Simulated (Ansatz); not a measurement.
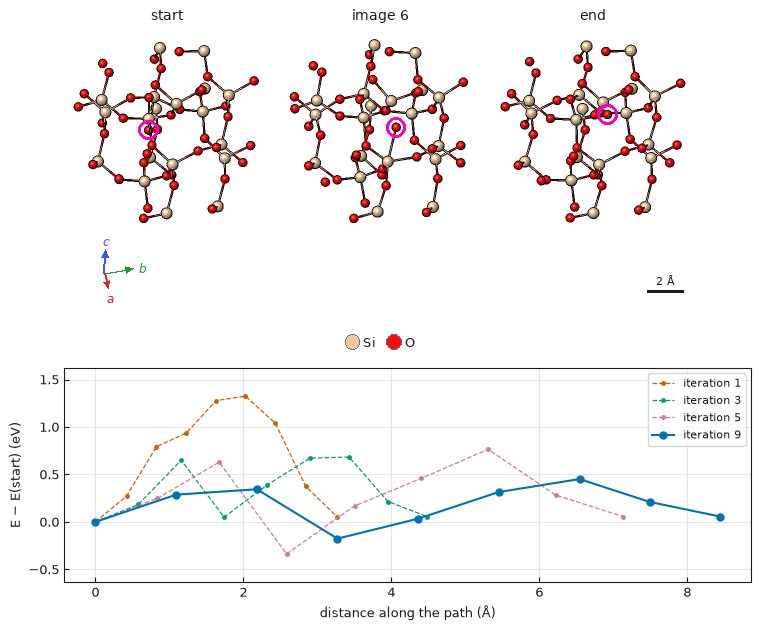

A search for the minimum-energy path of SiO2 with an interstitial O (37 atoms in the cell) by the nudged elastic band. Images are numbered from 0 (start) to 8 (end). The plot follows the band through its iterations. The picture is a ball-and-stick view of the atoms within 5.6 Å of the middle of the path, seen from a free direction. The moving atom is ringed, with any periodic copies. Bonds to atoms that aren't drawn are left out.

These are results of DFT PBE, scalar-relativistic, plane waves, PAW in Ansatz, not measurements. Settings: plane-wave cutoff 420 eV; k-point mesh 2 × 2 × 2; Fermi-Dirac smearing 0.05 eV; spin collinear; 7 movable images; climbing image; force threshold 0.03 eV/Å; iteration limit 9; starting path by image-dependent pair potential.

Q: How did the profile develop, and is the result final?

A: The result isn't final. The band hadn't converged when the run stopped after 9 iterations. The barrier read from it is provisional: over the last two iterations the highest image moved from 0.61 eV to 0.45 eV. The first iteration put the highest image at 1.32 eV. Relative to the start the highest point is image 6 at +0.45 eV and the end lies at +0.06 eV, but the profile dips to −0.18 eV at image 3 on the way, so there may be more than one step; on an unconverged band the side maxima are provisional.

Limits of the set-up: the periodic images lie only 7.3 Å apart, so the values are limited by the cell's size.

PAW datasets: the set soft_1.
